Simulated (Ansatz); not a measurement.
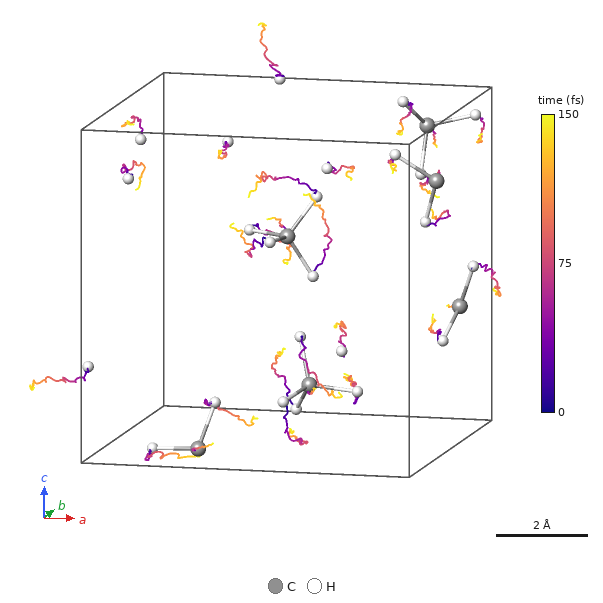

A Born-Oppenheimer molecular dynamics run of a periodic cell with 6 CH4 at 0.384 g/cm³, 150 fs long. Lines trace each atom's path, coloured by time; spheres stand at the starting positions. Seen slightly off an axis in the simulation cell.

Computed with DFT PBE-D3(BJ), scalar-relativistic, plane waves, PAW in Ansatz. Run with plane-wave cutoff 420 eV; k-point mesh 1 × 1 × 1; Fermi-Dirac smearing 0.02 eV; low-accuracy preset; Langevin thermostat (NVT); set temperature 250 K; time step 0.5 fs; friction 0.02 per fs.

> What do the traces tell about the motion?

In the second half of the run the atoms are, in the root-mean-square, this far from where they began (common drift taken out): H 0.98 Å, C 0.35 Å. The heavy atoms stay within a fraction of a molecule's size of their starting places, while the hydrogen atoms travel further, as molecules turn; so short a run doesn't tell a liquid from a solid. Over the second half the temperature averages 226 K (spread ±29 K). The potential energy in the second half lies on average 14.5 meV per atom above the first frame.

Limits of the set-up: the program's low-accuracy preset was used; the periodic images lie only 7.5 Å apart, so the values are limited by the cell's size.

Cost: 6.5 min on 1 thread of Arm Neoverse V2, with other jobs on the host, peak memory 0.38 GiB.
